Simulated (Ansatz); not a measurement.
# CdS (Greenockite): how G0W0 depends on its starting point

How much of the starting functional survives in the G0W0 gap of CdS (Greenockite)?

Program: Ansatz 0.2.0. Level of theory: G0W0 on several functionals, plane waves, PAW. Results are calculated unless marked as measured.

In doubt: masses and optical values from hybrid runs of this build are listed as unsure (step 4), which bears on the screening that GW takes from such a start.

### Step 1. The starting structure

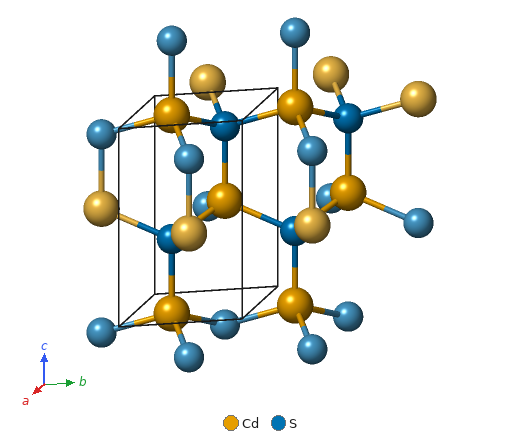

The starting structure, seen slightly off an axis (cadmium orange, sulfur blue). 1×2×1 cells are drawn. Some periodic images of atoms are drawn too.

The cell and positions come from the Crystallography Open Database and are kept as given unless a step says otherwise. The default PAW set here is soft_2. Its files were made with PBE.

### Step 2. G0W0 on PBE

Now the one-shot GW correction: screening in the RPA, then the self-energy of the levels asked for.

This step: G0W0 on PBE, plane waves, PAW.

Contents of input.yaml:

```yaml
crystal:
  lattice:
    - [4.137, 0.0, 0.0]
    - [-2.0685, 3.5827470955, 0.0]
    - [0.0, 0.0, 6.7144]
  atoms:
    - { symbol: Cd, position: [0.6666666667, 0.3333333333, 0.0] }
    - { symbol: Cd, position: [0.3333333333, 0.6666666667, 0.5] }
    - { symbol: S, position: [0.6666666667, 0.3333333333, 0.375] }
    - { symbol: S, position: [0.3333333333, 0.6666666667, 0.875] }
kpoints:
  mp_grid: { grid: [6, 6, 2] }
hamiltonian:
  xc: pbe
scf:
  occupations: { method: fixed }
gw:
  n_empty_bands: 297
  ecut_chi: 120
  qp_bands: [v2, c2]
  qp_kpoints: band_edges
  screening: { model: contour_deformation }
```

Run with:

```sh
> ansatz run input.yaml --threads 3 --pin off --max-ram 92160MiB --backend cuda --events-out ev --progress --plain --runs-dir out --devices 1 --max-vram 13GiB
```

Numbers of over 12 decimals in the logs are rounded to 6 here.

Output:

```text
GPUs: using 1 of 1 available (devices: 1).
Engine: ansatz 0.2.0, x86_64-unknown-linux-gnu
Pseudopotentials: kind: paw
Pseudopotential: Cd, paw, valence charge 20, recommended cutoff 420 eV (normal), Cd.paw.azcp
Pseudopotential: S, paw, valence charge 6, recommended cutoff 420 eV (normal), S.paw.azcp
Functional definition: PBE
  parameter kappa = 0.804
  parameter beta = 0.066725
  exchange = pbe_x(kappa = kappa, mu = beta*pi^2/3)
  correlation = pbe_c(beta = beta)
device memory: the entry about to start is reckoned to put 0.9 GiB on a device that reports 38.3 GiB free (of which the cap on the GPU budget leaves the run 13.0 GiB)
GPU FFT provider: cuFFT
GPU libraries: cuBLAS 13.8.2, cuFFT 12.4.0, cuSOLVER 12.3.4
Crystal: 4 atoms, lattice volume = 99.520 Å³
Basis set: ecut = 420 eV, 1943 PW (Γ)
Bands: 32, of which v1, the nominal top of the filled ones, is band 26 counted from 1 (25 counted from 0)
Symmetry: 12 space group operations
Space group: P63mc (ITA 186), of the structure as read, at distance tolerance 4.6e-5 Å
k-points: 14 of 72
Non-local potential: Cd, projectors of the file, l = 0: 3, l = 1: 2, l = 2: 2, l = 3: 1
Non-local potential: S, projectors of the file, l = 0: 2, l = 1: 2, l = 2: 2
PAW form: soft (Blöchl's): semilocal exchange-correlation on the pseudo side does not see the compensation charge
PAW one-centre angular grid: Cd, 590 points (default); XC on 64 Gauss nodes
PAW one-centre angular grid: S, 110 points (default); XC on 64 Gauss nodes
Initial density: superposition of atomic densities (neutral atoms: chi_scale 0, normalization atom), corrected by the library's trained network
Initial wavefunctions: pseudopotential atomic-orbital guess
GPU buffer pool allocated for 40500 grid points (all kernels)
GPU transforms: local potential and band sums: pruned to the plane-wave sphere, on 27×27×45
Functional: x = pbe(κ = 0.804, μ = 0.219515), c = pbe(β = 0.066725)
SCF iter   1: F=—  HF=-18315.619712 eV  |F-HF|=—  |Δ(HF+E_count)|=         —  Δρ=6.08e-4  dr2=4.38e-4  ethr=1.77e-3  ⟨swp⟩=4.0  Hψ=1522  notcnv=0  defer=54
preconditioner: auto → Resta (q_TF=auto, 2.449 Å⁻¹)  ε∞=4.7  [insulator: Δε(μ)=1.213 eV  Ē_g=11.682 eV  n_scr=22 (ndim 8)  ℏωp=22.3 eV  f_vac=0.127  ε∞_Penn≈4.7]
SCF iter   2: F=—  HF=-18315.621238 eV  |F-HF|=—  |Δ(HF+E_count)|=   1.53e-3  Δρ=2.83e-4  dr2=8.31e-5  ethr=8.43e-7  ⟨swp⟩=2.7  Hψ=967  notcnv=0  defer=56
SCF iter   3: F=—  HF=-18315.621311 eV  |F-HF|=—  |Δ(HF+E_count)|=   7.36e-5  Δρ=1.05e-4  dr2=9.06e-6  ethr=1.60e-7  ⟨swp⟩=2.0  Hψ=673  notcnv=0  defer=54
SCF iter   4: F=—  HF=-18315.621332 eV  |F-HF|=—  |Δ(HF+E_count)|=   2.07e-5  Δρ=3.83e-5  dr2=1.52e-6  ethr=1.74e-8  ⟨swp⟩=2.1  Hψ=672  notcnv=0  defer=54
iter 5 did not close the SCF: its close was put off for the readings that it lacked (scf_convergence_deferred on its scf_iter line)
SCF iter   5: F=-18315.621335 eV  HF=-18315.621335 eV  |F-HF|=1.49e-7  |Δ(HF+E_count)|=   3.18e-6  Δρ=8.30e-6  dr2=9.16e-8  ethr=2.93e-9  ⟨swp⟩=2.0  Hψ=672  notcnv=0  defer=55
SCF iter   6: F=-18315.621335 eV  HF=-18315.621335 eV  |F-HF|=7.94e-9  |Δ(HF+E_count)|=   1.67e-7  Δρ=2.03e-6  dr2=5.39e-9  ethr=1.76e-10  ⟨swp⟩=7.3  Hψ=2045  notcnv=0
SCF 1 converged in 6 iterations: F = -18315.621335 eV  dr2 = 5.39e-9
  greatest PAW one-centre occupation: 1.000 electrons in one spin orbital (limit 2), on the Cd atom at site 1 (counted from 0), in its partial waves of l = 0
device memory: the entry about to start is reckoned to put 1.0 GiB (of the 1.0 GiB reckoned in all, the device holds 0.1 GiB already) on a device that reports 38.1 GiB free (of which the cap on the GPU budget leaves the run 13.0 GiB)
NSCF: frozen V_eff on 14 k-points, pencils in batches of 32, up to order 128
the band table was solved once the SCF had ended and its energy, with any forces and stress, was formed, with the checks that follow a solve (1681 applications of the Hamiltonian). They found nothing against the state; the energy, forces and stress were not computed again (output.eigenvalues in the input reference)
device memory: the entry about to start is reckoned to put 5.1 GiB on a device that reports 37.7 GiB free (of which the cap on the GPU budget leaves the run 13.0 GiB)
NSCF: frozen V_eff on 14 k-points
G₀W₀ screening: q 1/14
[... further progress lines ...]
SCF converged after 6 iterations
Free energy (F): -18315.621335 eV
Harris-Foulkes:  -18315.621335 eV  (|F-HF|=7.94e-9)
Internal energy: -18315.621335 eV  (E = F + TS)
E sigma→0 (E₀):  -18315.621335 eV
Fermi energy:    6.866229 eV
--- Per-component energies (eV) ---
  E_band       = -1014.957574
  E_kinetic    = 1223.971615
  E_local      = -8043.158150  (includes V_loc(G=0)·N_el)
  E_nonlocal   = 124.326534
  E_hartree    = 3694.439798
  E_xc         = -547.922726
  E_vxc        = -618.409260  (∫ρ·V_xc dr)
  E_paw        = -9367.582653  (= ΣΔE_a)
  E_vpaw       = -1090.571426  (= ΣTr[D̂ρ^β])
  E_aug_tail   = 0.000032  (compensation charges beyond the density's cutoff)
  E_ewald      = -5399.695785
  E_smearing   = -0.000000  (= −TS)
  E_closure    = 0.000000  (closes the sum)
  Σ components = -18315.621335   (vs F -18315.621335, Δ=0.00e0)
--- Band table (eV; the first three rows and the last of 14) ---
  k-point 0: bands = [... 22 lower, 6.0969, 6.8244, 6.8662, 6.8662, 8.0854, 9.6690, 13.3240, 13.3240, ... 2 higher]
  k-point 1: bands = [... 22 lower, 6.4678, 6.4678, 6.4678, 6.4678, 9.7287, 9.7287, 13.0507, 13.0507, ... 2 higher]
  k-point 2: bands = [... 22 lower, 5.6736, 5.7824, 6.6202, 6.6820, 9.2237, 10.5252, 12.6143, 13.6757, ... 2 higher]
  k-point 13: bands = [... 22 lower, 4.4524, 4.4524, 5.7464, 5.7464, 11.2761, 11.2761, 12.9576, 12.9576, ... 2 higher]
--- G₀W₀: contour deformation, 7 samples at zero and on the imaginary axis and 1 off it, 72 q-points, 297 empty bands' worth ---
  eigenvalues of the whole cell's RPA ε∞ on this k-mesh (on a slab, of 1 + 4πα/V) = 6.9808, 6.9808, 7.1386; static W/v taken at q = 0 is 0.141462
  bands read: the sum over 323 bands ends inside a degenerate multiplet in 7 slots, whose members it reads at an even weight; the widest, k=1: bands 323 to 324 (counted from 1) at 1/2 each
  gw.qp_kpoints: band_edges: 9 of 14 stored k-points solved, in 1 pass; an edge of the gap read off the rows below is read off those points alone
    valence top: of the k-points left out ik 8 came nearest to being solved in a further pass, in band 26 (counted from 1, as in the quasiparticle table): it holds the edge there only if its correction is more favourable than any solved in that band by at least 0.619 eV; those differ by 0.122 eV
    conduction bottom: of the k-points left out ik 8 came nearest to being solved in a further pass, in band 27 (counted from 1, as in the quasiparticle table): it holds the edge there only if its correction is more favourable than any solved in that band by at least 2.199 eV; those differ by 0.243 eV
    ik  band        ε_KS         Σx   Σc(E_QP)       V_xc       Z   E_QP_lin       E_QP  E_QP is
     0    25      6.8662   -20.8228     2.1516   -18.0644  0.7448     6.2450     6.2594  root
     0    26      6.8662   -20.8228     2.1516   -18.0644  0.7448     6.2450     6.2594  root
     0    27      8.0854    -8.7159    -3.5841   -12.4553  0.7856     8.2413     8.2407  root
     0    28      9.6690    -8.1983    -3.9449   -12.4422  0.7827     9.9707     9.9680  root
     1    25      6.4678   -20.2923     2.2861   -17.3517  0.7422     5.7954     5.8134  root
     1    26      6.4678   -20.2923     2.2861   -17.3517  0.7422     5.7954     5.8134  root
     1    27      9.7287    -8.7118    -3.8741   -12.8607  0.7767    10.0058    10.0036  root
     1    28      9.7287    -8.7118    -3.8741   -12.8607  0.7767    10.0058    10.0036  root
     2    25      6.6202   -20.4944     2.3043   -17.5392  0.7421     5.9514     5.9693  root
     2    26      6.6820   -20.5828     2.2198   -17.7334  0.7434     6.0364     6.0525  root
     2    27      9.2237    -9.7428    -3.5434   -13.4959  0.7728     9.4346     9.4334  root
     2    28     10.5252    -8.6684    -4.1027   -13.1394  0.7720    10.8981    10.8935  root
     3    25      6.2110   -19.9388     2.3535   -16.9069  0.7402     5.5123     5.5326  root
     3    26      6.2110   -19.9388     2.3535   -16.9069  0.7402     5.5123     5.5326  root
     3    27     10.4700    -8.9908    -4.0660   -13.3894  0.7673    10.8063    10.8027  root
     3    28     10.4700    -8.9908    -4.0660   -13.3894  0.7673    10.8063    10.8027  root
     4    25      6.0391   -19.6258     2.4057   -16.5180  0.7389     5.3141     5.3370  root
     4    26      6.3104   -20.0702     2.3459   -17.0547  0.7400     5.6212     5.6408  root
     4    27     10.3096    -8.8506    -4.0525   -13.2319  0.7685    10.6417    10.6384  root
     4    28     10.8728    -7.8668    -4.0488   -12.2391  0.7783    11.1998    11.1964  root
     5    25      5.7437   -19.3031     2.4837   -16.1025  0.7355     5.0019     5.0268  root
     5    26      5.7437   -19.3031     2.4837   -16.1025  0.7355     5.0019     5.0268  root
     5    27     10.5811    -7.8488    -4.0044   -12.1278  0.7774    10.8580    10.8557  root
     5    28     10.5811    -7.8488    -4.0044   -12.1278  0.7774    10.8580    10.8557  root
[...]
7    25      5.5382   -19.1707     2.5544   -15.8871  0.7329     4.7828     4.8091  root
     7    26      5.5382   -19.1707     2.5544   -15.8871  0.7329     4.7828     4.8091  root
     7    27     10.3530    -7.6581    -3.9116   -11.8121  0.7824    10.5973    10.5955  root
     7    28     10.3530    -7.6581    -3.9116   -11.8121  0.7824    10.5973    10.5955  root
    13    25      5.7464   -19.2572     2.5109   -16.0294  0.7343     5.0049     5.0296  root
    13    26      5.7464   -19.2572     2.5109   -16.0294  0.7343     5.0049     5.0296  root
    13    27     11.2761    -8.3301    -4.2943   -13.0227  0.7699    11.6803    11.6744  root
    13    28     11.2761    -8.3301    -4.2943   -13.0227  0.7699    11.6803    11.6744  root
```

The job ended after 30 s (1 × NVIDIA H100 80GB HBM3 (shared by 6 runs) with 3 threads of AMD EPYC 7R13 (Zen 3), shared host; peak memory 1.4 GiB).

Numbers from this step:

* bands summed: 323
* RPA ε∞ on this mesh (eigenvalues): 6.981, 6.981, 7.139
* plane waves in the screening matrix: 311
* q-points in the mesh: 72
* G0W0 gap on the mesh: 1.981 eV
* k of the valence top: 0, 0, 0
* k of the conduction bottom: 0, 0, 0
* starting gap on the mesh: 1.219 eV
* Z at the valence top: 0.7448
* Z at the conduction bottom: 0.7856
* least direct G0W0 gap on the computed points: 1.981 eV

The gap on the mesh goes from 1.22 eV to 1.98 eV, a correction of +0.76 eV. Between the two edge states, bare exchange in place of the xc potential would open the gap by 6.50 eV, and correlation takes back 5.74 eV.

### Step 3. G0W0 on r2SCAN

The same correction from a different start measures what one shot leaves open.

This step: G0W0 on r2SCAN, plane waves, PAW.

Edit input.yaml of step 2 so:

```diff
@@ -13,3 +13,3 @@
 hamiltonian:
-  xc: pbe
+  xc: r2scan
 scf:
```

Output:

```text
GPUs: using 1 of 1 available (devices: 1).
[...]
GPU FFT provider: cuFFT
GPU libraries: cuBLAS 13.8.2, cuFFT 12.4.0, cuSOLVER 12.3.4
Crystal: 4 atoms, lattice volume = 99.520 Å³
Basis set: ecut = 500 eV, 2539 PW (Γ), exchange–correlation on 128×128×200 points (64 copies of the dense FFT grid, shifted against one another)
Bands: 32, of which v1, the nominal top of the filled ones, is band 26 counted from 1 (25 counted from 0)
Symmetry: 12 space group operations
[...]
k-points: 14 of 72
[...]
GPU buffer pool allocated for 51200 grid points (all kernels)
GPU transforms: local potential: pruned to the plane-wave sphere, on 30×32×50; band sums: pruned to the plane-wave sphere, on 32×32×50
[...]
SCF iter   1: F=—  HF=-18351.195721 eV  |F-HF|=—  |Δ(HF+E_count)|=         —  Δρ=6.02e-3  dr2=1.91e-2  dr2_τ=3.27e-2  ethr=1.77e-3  ⟨swp⟩=4.0  Hψ=1534  notcnv=0  defer=53
[...]
SCF iter   7: F=-18351.220416 eV  HF=-18351.220416 eV  |F-HF|=3.18e-9  |Δ(HF+E_count)|=   6.11e-8  Δρ=1.96e-6  dr2=3.61e-9  dr2_τ=3.25e-10  ethr=1.92e-10  ⟨swp⟩=8.1  Hψ=1722  notcnv=0
SCF 1 converged in 7 iterations: F = -18351.220416 eV  dr2 = 3.61e-9
[...]
NSCF: frozen V_eff on 14 k-points, pencils in batches of 32, up to order 128
[...]
NSCF: frozen V_eff on 14 k-points
G₀W₀ screening: q 1/14
[... further progress lines ...]
SCF converged after 7 iterations
Free energy (F): -18351.220416 eV
[...]
Internal energy: -18351.220416 eV  (E = F + TS)
E sigma→0 (E₀):  -18351.220416 eV
Fermi energy:    6.597948 eV
[...]
--- Band table (eV; the first three rows and the last of 14) ---
  k-point 0: bands = [... 22 lower, 5.8152, 6.5556, 6.5979, 6.5979, 8.2799, 9.8688, 13.5789, 13.5789, ... 2 higher]
  k-point 1: bands = [... 22 lower, 6.1939, 6.1939, 6.1939, 6.1939, 9.9221, 9.9221, 13.2411, 13.2411, ... 2 higher]
  k-point 2: bands = [... 22 lower, 5.4506, 5.4941, 6.3491, 6.4114, 9.3804, 10.7262, 12.7822, 13.8983, ... 2 higher]
  k-point 13: bands = [... 22 lower, 4.1289, 4.1289, 5.4555, 5.4555, 11.4971, 11.4971, 12.9975, 12.9975, ... 2 higher]
[...]
0    25      6.5979   -20.8778     2.0912   -18.3061  0.7673     6.1130     6.1174  root
     0    26      6.5979   -20.8778     2.0912   -18.3061  0.7673     6.1130     6.1174  root
     0    27      8.2799    -8.3246    -3.5728   -12.0195  0.8069     8.4022     8.4019  root
     0    28      9.8688    -7.9945    -3.8706   -12.1485  0.8040    10.1535    10.1522  root
     1    25      6.1939   -20.3443     2.1996   -17.6169  0.7648     5.6604     5.6661  root
     1    26      6.1939   -20.3443     2.1996   -17.6169  0.7648     5.6604     5.6661  root
     1    27      9.9221    -8.3932    -3.8188   -12.4650  0.7985    10.1762    10.1751  root
     1    28      9.9221    -8.3932    -3.8188   -12.4650  0.7985    10.1762    10.1751  root
[...]
13    25      5.4555   -19.2927     2.3894   -16.3138  0.7573     4.8579     4.8661  root
    13    26      5.4555   -19.2927     2.3894   -16.3138  0.7573     4.8579     4.8661  root
    13    27     11.4971    -8.1007    -4.1620   -12.6333  0.7931    11.8706    11.8678  root
    13    28     11.4971    -8.1007    -4.1620   -12.6333  0.7931    11.8706    11.8678  root
```

The job ended after 24 s (1 × NVIDIA H100 80GB HBM3 (shared by 6 runs) with 3 threads; peak memory 1.7 GiB).

This step gave:

| Quantity | Value |
| --- | --- |
| bands summed | 323 |
| RPA ε∞ on this mesh (eigenvalues) | 5.421, 5.421, 5.554 |
| plane waves in the screening matrix | 311 |
| q-points in the mesh | 72 |
| G0W0 gap on the mesh | 2.285 eV |
| k of the valence top | 0, 0, 0 |
| k of the conduction bottom | 0, 0, 0 |
| starting gap on the mesh | 1.682 eV |
| Z at the valence top | 0.7673 |
| Z at the conduction bottom | 0.8069 |
| least direct G0W0 gap on the computed points | 2.285 eV |

Against the run with 6×6×2 mesh, 297 empty bands, screening to 120 eV on PBE, the gap moves by +0.30 eV, while the start moved by +0.46 eV.

### Step 4. G0W0 on HSE06

This step: G0W0 on HSE06, plane waves, PAW.

Edit input.yaml of step 3 so:

```diff
@@ -13,3 +13,3 @@
 hamiltonian:
-  xc: r2scan
+  xc: hse06
 scf:
```

Output:

```text
GPUs: using 1 of 1 available (devices: 1).
[...]
davidson cushion auto → on  (no smearing: the cushion is to keep the highest requested band from converging to the state above it; pin scf.eigensolver.cushion to override)
[...]
GPU FFT provider: cuFFT
GPU libraries: cuBLAS 13.8.2, cuFFT 12.4.0, cuSOLVER 12.3.4
Crystal: 4 atoms, lattice volume = 99.520 Å³
Basis set: ecut = 420 eV, 1943 PW (Γ)
[...]
1    27     10.1609    -8.1641    -3.7390   -12.0410  0.8175    10.2991    10.2988  root
     1    28     10.1609    -8.1641    -3.7390   -12.0410  0.8175    10.2991    10.2988  root
[...]
13    25      5.0204   -19.1155     2.1804   -16.5926  0.7790     4.6763     4.6780  root
    13    26      5.0204   -19.1155     2.1804   -16.5926  0.7790     4.6763     4.6780  root
    13    27     11.7818    -7.7702    -4.0191   -12.0065  0.8135    11.9996    11.9990  root
    13    28     11.7818    -7.7702    -4.0191   -12.0065  0.8135    11.9996    11.9990  root
[key lines of the parts left out:]
Free energy (F): -18324.386308 eV
Fermi energy:    6.221294 eV
```

Run time: 56 s. Hardware: 1 × NVIDIA H100 80GB HBM3 (shared by 6 runs) with 3 threads; peak memory 1.8 GiB; 65 s of CPU time.

This step gave:

```
bands summed                                 : 323
RPA ε∞ on this mesh (eigenvalues)            : 4.568, 4.568, 4.663
plane waves in the screening matrix          : 311
G0W0 gap on the mesh                         : 2.566 eV
k of the valence top                         : 0, 0, 0
k of the conduction bottom                   : 0, 0, 0
starting gap on the mesh                     : 2.245 eV
least direct G0W0 gap on the computed points : 2.566 eV
```

Against the run with 6×6×2 mesh, 297 empty bands, screening to 120 eV on r2SCAN, the gap moves by +0.28 eV, while the start moved by +0.56 eV.

### Step 5. The starts together

All on the 6×6×2 mesh with 297 empty bands and screening to 120 eV. Times are wall times on 1 × NVIDIA H100 80GB HBM3 (shared by 6 runs) with 3 threads of AMD EPYC 7R13 (Zen 3), shared host, good to a factor of about two.

```
 start  starting gap (eV)  shift (eV)  G0W0 gap (eV)  RPA ε∞ (harmonic mean)  Z (valence, conduction)  time
   PBE               1.22       +0.76           1.98                    7.03               0.74, 0.79  30 s
r2SCAN               1.68       +0.60           2.28                    5.46               0.77, 0.81  24 s
 HSE06               2.24       +0.32           2.57                    4.60               0.79, 0.82  56 s
```

How the two edges are built up, in eV (the quasiparticle level is the starting level plus Σx plus Σc less Vxc):

```
   run               edge  start      Σx     Σc     Vxc     Z    QP
   PBE        valence top   6.87  -20.82   2.15  -18.06  0.74  6.26
   PBE  conduction bottom   8.09   -8.72  -3.58  -12.46  0.79  8.24
r2SCAN        valence top   6.60  -20.88   2.09  -18.31  0.77  6.12
r2SCAN  conduction bottom   8.28   -8.32  -3.57  -12.02  0.81  8.40
 HSE06        valence top   6.22  -20.61   1.92  -18.43  0.79  5.96
 HSE06  conduction bottom   8.47   -8.16  -3.53  -11.75  0.82  8.52
```

For a hybrid start, Vxc holds its share of exact exchange.

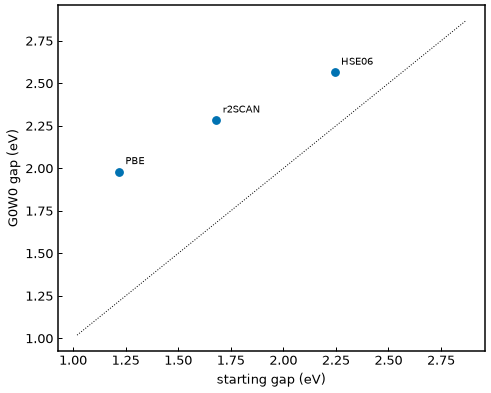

G0W0 gap against starting gap; on the dotted line the correction would vanish.

### Step 6. Outcome

```json
{
  "G0W0@PBE": "1.98 eV (start 1.22 eV)",
  "G0W0@r2SCAN": "2.28 eV (start 1.68 eV)",
  "G0W0@HSE06": "2.57 eV (start 2.24 eV)",
  "known limits": "not at the basis limit; no spin-orbit coupling; coarse k mesh"
}
```

**Reading.** The starting gaps span 1.03 eV and the G0W0 gaps 0.58 eV. Between PBE and HSE06, 0.58 eV of the 1.03 eV survives, 57 %. HSE06 screens less than PBE (ε∞ 4.60 against 7.03). Of the 0.58 eV by which its G0W0 gap is higher, the correlation part gives +0.29 eV, and exchange with the one-particle terms, which follow the orbitals, +0.30 eV. The smallest correction, +0.32 eV, is on HSE06, the start nearest to reproducing itself. Bands and cutoff are finite, so the gap is not at the basis limit. The miss can reach some tenths of an eV and take either sign; the mesh is an error of its own. The 6×6×2 mesh is coarse for this cell (its supercell is 13 Å along the shortest edge). The RPA ε∞ on it, from the PBE start, is 6.98 and 7.14; such meshes misread the long-range screening, most where the gap is narrow. The many-body steps are scalar-relativistic: spin-orbit coupling is not in them.

[Paths, hosts, dates, memory and timing lines, banners, echoed tables and standing remarks are left out of the program output.]

[Logs are printed without paths, hosts, clocks, repeated set-up lines and the standing remarks that a program may print on its own settings, such as how far it seeks lower states.]

[Runs of the session that timed out or met a known fault of the program may be left out.]

[Cells called generated may have been cut or substituted from an entry of the Crystallography Open Database or the Materials Project.]

[Hosts, paths, dates, database ids (printed as entryN), source tags and the programs' standing remarks are cut or masked in the printed files.]
